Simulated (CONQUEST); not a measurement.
**A series of single points on ZrO2**

System: ZrO2 (P4₂/nmc, 6 atoms in the cell).
Method: Kohn-Sham DFT of a periodic cell, PBE, PseudoDojo NC PBE, no spin polarisation (CONQUEST 1.3).

The 7 runs differ only in the geometry, by an even scaling of the cell at fixed fractional positions. The structure derives from an entry of the Crystallography Open Database.

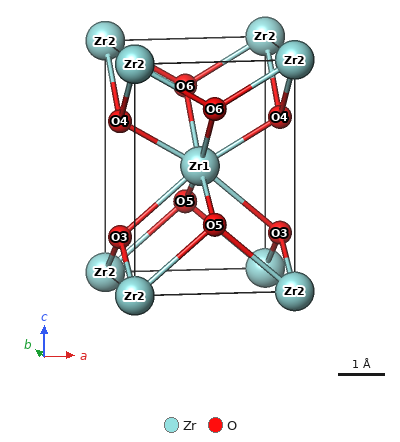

Figure 1. The structure of run 4 (ball-and-stick view of the cell of the calculation, seen slightly off an axis; atoms are numbered from 1 in the order of the input).

### Input of run 4
```
IO.Title ZrO2
IO.Coordinates coords.dat
IO.FractionalAtomicCoords T
IO.Iprint 2
IO.Iprint_init 1
General.NumberOfSpecies 2
General.PseudopotentialType hamann
AtomMove.TypeOfRun static
AtomMove.FullStress T
Grid.PointsAlongX 40
Grid.PointsAlongY 40
Grid.PointsAlongZ 60
DM.SolutionMethod diagon
Diag.MPMesh T
Diag.GammaCentred T
Diag.MPMeshX 7
Diag.MPMeshY 7
Diag.MPMeshZ 5
Diag.kT 0.00183747
minE.SCTolerance 1e-6
SC.MaxIters 100
IO.AtomChargeOutput T
%block ChemicalSpeciesLabel
1 91.220 Zr
2 16.000 O
%endblock
```

Command:
```bash
OMP_NUM_THREADS=1 Conquest
```

Lattice vectors (Å) and fractional positions of run 4:
```
   3.596100    0.000000    0.000000
   0.000000    3.596100    0.000000
   0.000000    0.000000    5.177000
Zr  0.500000  0.500000  0.500000
Zr  0.000000  0.000000  0.000000
O   0.000000  0.500000  0.203000
O   0.000000  0.500000  0.703000
O   0.500000  0.000000  0.297000
O   0.500000  0.000000  0.797000
```

Run 5 has the same physical settings and fractional positions; its lattice vectors (Å) are:
```
   3.619916    0.000000    0.000000
   0.000000    3.619916    0.000000
   0.000000    0.000000    5.211286
```

### Results, with one run withheld

| run | volume per atom (Å³) | free energy per atom, from the lowest run given (meV) | pressure (GPa) | gap on the mesh (eV) |
| --- | --- | --- | --- | --- |
| 1 | 10.489 | 79.44 | 27.23 | 3.07 |
| 2 | 10.712 | 46.45 | 20.07 | 3.02 |
| 3 | 10.935 | 23.15 | 13.55 | 2.96 |
| 4 | 11.158 | 8.18 | 8.28 | 2.91 |
| 5 | 11.381 | ? | ? | ? |
| 6 | 11.604 | 0.00 | −2.13 | 2.80 |
| 7 | 11.828 | 5.78 | −6.13 | 2.75 |

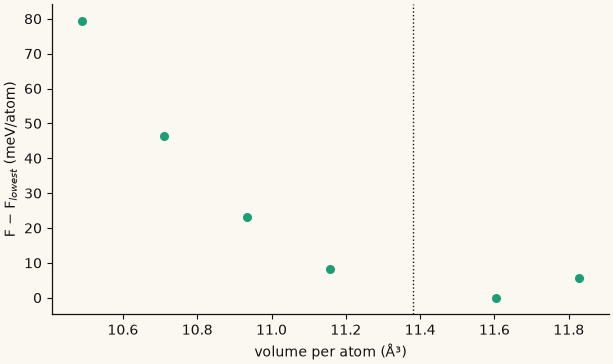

Figure 2. Free energy per atom of the runs given; the dotted line marks run 5.

Estimate the energy of run 5 from the others.

A cubic polynomial in V^(−2/3) (the Birch–Murnaghan form), fitted to the 6 runs given, misses them by at most 0.11 meV per atom. With x = V^(−2/3) − 0.20091 Å⁻², it reads F = 10.977 + 4806.8 x + 5.0796e+05 x² + 4.7145e+05 x³ (meV per atom). At run 5 it gives 0.68 meV per atom, and the run itself gives 0.52. The slope of the fit gives a pressure −dF/dV of 2.79 GPa there, and the run prints 2.90 GPa. The two needn't agree exactly: the fit is approximate, and the printed stress is taken on a finite basis. The fit has its minimum at 11.511 Å³ per atom, where V d²F/dV² gives 239 GPa. Cell shape and fractional positions are held, so this is the stiffness under even scaling; the relaxed bulk modulus wasn't computed. The gap on the mesh goes, without turning, from 3.07 eV in run 1 to 2.75 eV in run 7; run 5 has 2.85 eV. These are gaps of this functional on this mesh, which can miss the band edges; they aren't the measured gap.

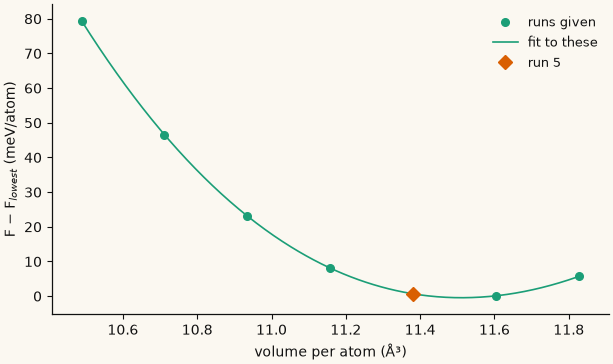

Figure 3. The fit and the withheld run.

### Some lines of the output (run 5)
```
[...]
      Using Fermi-Dirac smearing
          DFT Total Energy                 :      -166.984116554031147 Ha
          Free Energy (E-TS)               :      -167.643640780626555 Ha
          DFT Total Energy                 :      -167.368456923183373 Ha
          DFT Total Energy                 :      -167.564093962850677 Ha
          DFT Total Energy                 :      -167.572334553482364 Ha
          DFT Total Energy                 :      -167.576928872416545 Ha
          DFT Total Energy                 :      -167.576982169446751 Ha
          DFT Total Energy                 :      -167.576982266885580 Ha
          DFT Total Energy                 :      -167.576982278299681 Ha
      |* DFT total energy        =      -167.576982278299681 Ha
    force: Average pressure:      2.89963632 GPa
```

Notes: Points of doubt noted for this run: small atomic basis. With a small basis of atomic orbitals these values can differ much from converged plane-wave results.
